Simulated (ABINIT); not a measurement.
Single-point calculation, with input and output: ZrN

ZrN (Fm-3m, 2 atoms in the cell), computed with Kohn-Sham DFT of a periodic cell, PBE, PseudoDojo NC SR PBE v0.4.1 standard, no spin polarisation (ABINIT 10.8.3).

The structure derives from an entry of the Crystallography Open Database.

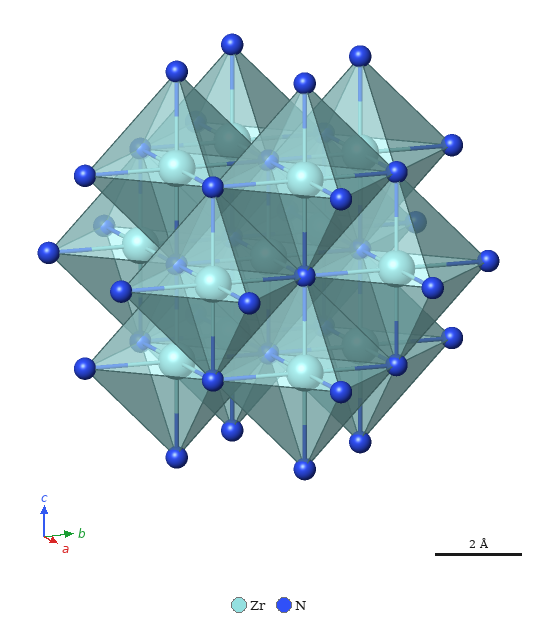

Fig. 1: The structure (polyhedral view of the cell 4 times as large as that of the calculation, set on its symmetry axes, seen slightly off an axis; polyhedra are completed across the faces of the cell). An atom can appear more than once, as a periodic image.

The input:
```
# Pseudopotentials
pp_dirpath "./"
pseudos "Zr.upf, N.upf"

# Structure
acell 3*1.0
rprim
     0.0000000000     4.3463700866     4.3463700866
     4.3463700866     0.0000000000     4.3463700866
     4.3463700866     4.3463700866     0.0000000000
ntypat 2
znucl 40 7
natom 2
typat 1 2
xred
     0.5000000000     0.5000000000     0.5000000000
     0.0000000000     0.0000000000     0.0000000000

# Plane-wave basis
ecut 952.398519 eV

# k points
kptopt 1
ngkpt 8 8 8
nshiftk 1
shiftk 0.0 0.0 0.0

# Exchange and correlation
ixc 11

# Bands and occupations
nband 13
occopt 3
tsmear 0.05 eV

# SCF cycle
nstep 100
tolvrs 1.0e-10

# Output
iomode 3
prtwf 0
prtden 0
prteig 0
prtebands 0
```

Machine: 4 threads of Arm Neoverse V2, 24 GiB of memory available, shared host.

Run as:
```bash
mpirun --bind-to none -np 4 abinit run.abi > log 2>&1
```

Output:
```
.Version 10.8.3 of ABINIT
 Symmetries : space group Fm -3 m (#225); Bravais cF (face-center cubic)
================================================================================
 Values of the parameters that define the memory need of the present run
     intxc =       0    ionmov =       0      iscf =       7    lmnmax =       6
     lnmax =       6     mgfft =      36  mpssoang =       3    mqgrid =    3001
     natom =       2  nloc_mem =       1    nspden =       1   nspinor =       1
    nsppol =       1      nsym =      48    n1xccc =    2501    ntypat =       2
    occopt =       3   xclevel =       2
       mpw =        1634          nfft =       46656          nkpt =          29
================================================================================
================================================================================

--------------------------------------------------------------------------------
------------- Echo of variables that govern the present computation ------------
--------------------------------------------------------------------------------
 -outvars: echo values of preprocessed input variables --------
            acell      1.0000000000E+00  1.0000000000E+00  1.0000000000E+00 Bohr
              amu      9.12240000E+01  1.40067400E+01
             ecut      3.50000000E+01 Hartree
              ixc          11
         kptrlatt        8    0    0      0    8    0      0    0    8
          kptrlen      4.91735642E+01
            natom           2
            nband          13
            ngfft          36      36      36
             nkpt          29
            nstep         100
             nsym          48
           ntypat           2
           occopt           3
           prtden           0
        prtebands           0
           prteig           0
            prtwf           0
            rprim      0.0000000000E+00  4.3463700866E+00  4.3463700866E+00
                       4.3463700866E+00  0.0000000000E+00  4.3463700866E+00
                       4.3463700866E+00  4.3463700866E+00  0.0000000000E+00
          spgroup         225
           tolvrs      1.00000000E-10
           tsmear      1.83746611E-03 Hartree
            typat      1  2
           xangst      2.2999999984E+00  2.2999999984E+00  2.2999999984E+00
                       0.0000000000E+00  0.0000000000E+00  0.0000000000E+00
            xcart      4.3463700866E+00  4.3463700866E+00  4.3463700866E+00
                       0.0000000000E+00  0.0000000000E+00  0.0000000000E+00
             xred      5.0000000000E-01  5.0000000000E-01  5.0000000000E-01
                       0.0000000000E+00  0.0000000000E+00  0.0000000000E+00
            znucl       40.00000    7.00000

================================================================================

 chkinp: Checking input parameters for consistency.

================================================================================
== DATASET  1 ==================================================================

--- !DatasetInfo
iteration_state: {dtset: 1, }
dimensions: {natom: 2, nkpt: 29, mband: 13, nsppol: 1, nspinor: 1, nspden: 1, mpw: 1634, }
cutoff_energies: {ecut:  35.0, pawecutdg:  -1.0, }
electrons: {nelect:   1.70000000E+01, charge:   0.00000000E+00, occopt:   3.00000000E+00, tsmear:   1.83746611E-03, }
meta: {optdriver: 0, ionmov: 0, optcell: 0, iscf: 7, paral_kgb: 0, }
...

 Exchange-correlation functional for the present dataset will be:
  GGA: Perdew-Burke-Ernzerhof functional - ixc=11
  J.P.Perdew, K.Burke, M.Ernzerhof, PRL 77, 3865 (1996)

 Real(R)+Recip(G) space primitive vectors, cartesian coordinates (Bohr,Bohr^-1):
 R(1)=  0.0000000  4.3463701  4.3463701  G(1)= -0.1150385  0.1150385  0.1150385
 R(2)=  4.3463701  0.0000000  4.3463701  G(2)=  0.1150385 -0.1150385  0.1150385
 R(3)=  4.3463701  4.3463701  0.0000000  G(3)=  0.1150385  0.1150385 -0.1150385
 Unit cell volume ucvol=  1.6421397E+02 bohr^3
 Angles (23,13,12)=  6.00000000E+01  6.00000000E+01  6.00000000E+01 degrees

 getcut: wavevector=  0.0000  0.0000  0.0000  ngfft=  36  36  36
         ecut(hartree)=     35.000   => boxcut(ratio)=   2.19918

--- Pseudopotential description ------------------------------------------------
- pspini: atom type   1  psp file is ./Zr.upf
12 -101130 2 -1 1622                          pspcod,pspxc,lmax,lloc,mmax
     nproj     2     2     2

- pspini: atom type   2  psp file is ./N.upf
12 -101130 1 -1 1058                          pspcod,pspxc,lmax,lloc,mmax
     nproj     2     2     0

   4.08144856E+02                                ecore*ucvol(ha*bohr**3)
--------------------------------------------------------------------------------

================================================================================

--- !BeginCycle
iteration_state: {dtset: 1, }
solver: {iscf: 7, nstep: 100, nline: 4, wfoptalg: 0, }
tolerances: {tolvrs: 1.00E-10, }
...

     iter   Etot(hartree)      deltaE(h)  residm     vres2
 ETOT  1  -60.920946912639    -6.092E+01 1.459E-01 8.925E+02
 ETOT  2  -60.687864785407     2.331E-01 3.003E-01 2.028E+03
 ETOT  3  -61.118985110495    -4.311E-01 1.152E-02 1.505E+01
 ETOT  4  -61.122556817810    -3.572E-03 5.115E-03 1.029E-01
 ETOT  5  -61.122501404597     5.541E-05 6.165E-04 3.290E-01
 ETOT  6  -61.122577075388    -7.567E-05 2.303E-03 1.455E-02
 ETOT  7  -61.122580149792    -3.074E-06 7.285E-04 4.008E-04
 ETOT  8  -61.122580239281    -8.949E-08 4.709E-04 4.259E-06
 ETOT  9  -61.122580240226    -9.452E-10 6.882E-04 3.270E-08
 ETOT 10  -61.122580240234    -7.951E-12 2.130E-04 2.131E-10
 ETOT 11  -61.122580240234     3.197E-13 5.430E-04 1.057E-12

 At SCF step   11       vres2   =  1.06E-12 < tolvrs=  1.00E-10 =>converged.

 Cartesian components of stress tensor (hartree/bohr^3)
  sigma(1 1)=  3.37478119E-05  sigma(3 2)=  0.00000000E+00
  sigma(2 2)=  3.37478119E-05  sigma(3 1)=  0.00000000E+00
  sigma(3 3)=  3.37478119E-05  sigma(2 1)=  0.00000000E+00

--- !ResultsGS
iteration_state: {dtset: 1, }
comment   : Summary of ground state results
lattice_vectors:
- [  0.0000000,   4.3463701,   4.3463701, ]
- [  4.3463701,   0.0000000,   4.3463701, ]
- [  4.3463701,   4.3463701,   0.0000000, ]
lattice_lengths: [   6.14670,    6.14670,    6.14670, ]
lattice_angles: [ 60.000,  60.000,  60.000, ] # degrees, (23, 13, 12)
lattice_volume:   1.6421397E+02
convergence: {deltae:  3.197E-13, res2:  1.057E-12, residm:  5.430E-04, diffor: null, }
etotal    :  -6.11225802E+01
entropy   :   0.00000000E+00
fermie    :   5.01179347E-01
cartesian_stress_tensor: # hartree/bohr^3
- [  3.37478119E-05,   0.00000000E+00,   0.00000000E+00, ]
- [  0.00000000E+00,   3.37478119E-05,   0.00000000E+00, ]
- [  0.00000000E+00,   0.00000000E+00,   3.37478119E-05, ]
pressure_GPa:  -9.9289E-01
xred      :
- [  5.0000E-01,   5.0000E-01,   5.0000E-01, Zr]
- [  0.0000E+00,   0.0000E+00,   0.0000E+00,  N]
cartesian_forces: # hartree/bohr
- [ -0.00000000E+00,  -0.00000000E+00,  -0.00000000E+00, ]
- [ -0.00000000E+00,  -0.00000000E+00,  -0.00000000E+00, ]
force_length_stats: {min:   0.00000000E+00, max:   0.00000000E+00, mean:   0.00000000E+00, }
...

 Integrated electronic density in atomic spheres:
 ------------------------------------------------
 Atom  Sphere_radius  Integrated_density
    1        2.00000          8.41650282
    2        2.00000          5.19179213
================================================================================

 ----iterations are completed or convergence reached----

 Mean square residual over all n,k,spin=   15.070E-07; max=  54.304E-05
 reduced coordinates (array xred) for    2 atoms
       0.500000000000      0.500000000000      0.500000000000
       0.000000000000      0.000000000000      0.000000000000
 rms dE/dt=  0.0000E+00; max dE/dt=  0.0000E+00; dE/dt below (all hartree)
    1       0.000000000000      0.000000000000      0.000000000000
    2       0.000000000000      0.000000000000      0.000000000000

 cartesian coordinates (angstrom) at end:
    1      2.29999999841887     2.29999999841887     2.29999999841887
    2      0.00000000000000     0.00000000000000     0.00000000000000

 cartesian forces (hartree/bohr) at end:
    1     -0.00000000000000    -0.00000000000000    -0.00000000000000
    2     -0.00000000000000    -0.00000000000000    -0.00000000000000
 frms,max,avg= 0.0000000E+00 0.0000000E+00   0.000E+00  0.000E+00  0.000E+00 h/b

 cartesian forces (eV/Angstrom) at end:
    1     -0.00000000000000    -0.00000000000000    -0.00000000000000
    2     -0.00000000000000    -0.00000000000000    -0.00000000000000
 frms,max,avg= 0.0000000E+00 0.0000000E+00   0.000E+00  0.000E+00  0.000E+00 e/A
 length scales=  1.000000000000  1.000000000000  1.000000000000 bohr
              =  0.529177210544  0.529177210544  0.529177210544 angstroms
 Fermi (or HOMO) energy (hartree) =   0.50118   Average Vxc (hartree)=  -0.46697
 Eigenvalues (hartree) for nkpt=  29  k points:
 kpt#   1, nband= 13, wtk=  0.00195, kpt=  0.0000  0.0000  0.0000 (reduced coord)
  -1.32326   -0.50123   -0.50123   -0.50123   -0.09517    0.40424    0.40424    0.40424
   0.48648    0.48648    0.48648    0.55858    0.55858
      occupation numbers for kpt#   1
   2.00000    2.00000    2.00000    2.00000    2.00000    2.00000    2.00000    2.00000
   1.99933    1.99933    1.99933    0.00000    0.00000
 prteigrs : prtvol=0 or 1, do not print more k-points.

--- !EnergyTerms
iteration_state     : {dtset: 1, }
comment             : Components of total free energy in Hartree
kinetic             :  2.14974331710709E+01
hartree             :  6.66897289137827E+00
xc                  : -1.31438699527160E+01
Ewald energy        : -5.20899980134543E+01
psp_core            :  2.48544537403948E+00
local_psp           : -3.09190438575720E+01
non_local_psp       :  4.37883760312565E+00
internal            : -6.11222227841280E+01
'-kT*entropy'       : -3.57456106032759E-04
total_energy        : -6.11225802402340E+01
total_energy_eV     : -1.66323013926797E+03
band_energy         : -3.48716844407565E+00
...

 Cartesian components of stress tensor (hartree/bohr^3)
  sigma(1 1)=  3.37478119E-05  sigma(3 2)=  0.00000000E+00
  sigma(2 2)=  3.37478119E-05  sigma(3 1)=  0.00000000E+00
  sigma(3 3)=  3.37478119E-05  sigma(2 1)=  0.00000000E+00

-Cartesian components of stress tensor (GPa)         [Pressure= -9.9289E-01 GPa]
- sigma(1 1)=  9.92894906E-01  sigma(3 2)=  0.00000000E+00
- sigma(2 2)=  9.92894906E-01  sigma(3 1)=  0.00000000E+00
- sigma(3 3)=  9.92894906E-01  sigma(2 1)=  0.00000000E+00

== END DATASET(S) ==============================================================
================================================================================

 -outvars: echo values of variables after computation  --------
            acell      1.0000000000E+00  1.0000000000E+00  1.0000000000E+00 Bohr
           etotal     -6.1122580240E+01
            fcart     -0.0000000000E+00 -0.0000000000E+00 -0.0000000000E+00
                      -0.0000000000E+00 -0.0000000000E+00 -0.0000000000E+00
            rprim      0.0000000000E+00  4.3463700866E+00  4.3463700866E+00
                       4.3463700866E+00  0.0000000000E+00  4.3463700866E+00
                       4.3463700866E+00  4.3463700866E+00  0.0000000000E+00
           strten      3.3747811905E-05  3.3747811905E-05  3.3747811905E-05
                       0.0000000000E+00  0.0000000000E+00  0.0000000000E+00
           xangst      2.2999999984E+00  2.2999999984E+00  2.2999999984E+00
                       0.0000000000E+00  0.0000000000E+00  0.0000000000E+00
             xred      5.0000000000E-01  5.0000000000E-01  5.0000000000E-01
                       0.0000000000E+00  0.0000000000E+00  0.0000000000E+00
 Calculation completed.
```

Results in brief:

| quantity | value |
| --- | --- |
| outcome | converged |
| space group (tolerance 0.01 Å) | Fm-3m (225) |
| electrons treated | 17 |
| free energy | −1663.2301 eV |
| Fermi energy | 13.638 eV |
| gap on the k-point mesh | none (metallic) |
| pressure | −0.99 GPa |
| largest force (length of the vector) | under 0.001 eV/Å |
| wall time | 6.6 s (CPU time 26 s) |
| peak memory | 0.24 GiB |

Remarks:

The cell holds an odd number of electrons but the run has no spin polarisation, so a band is left half filled.
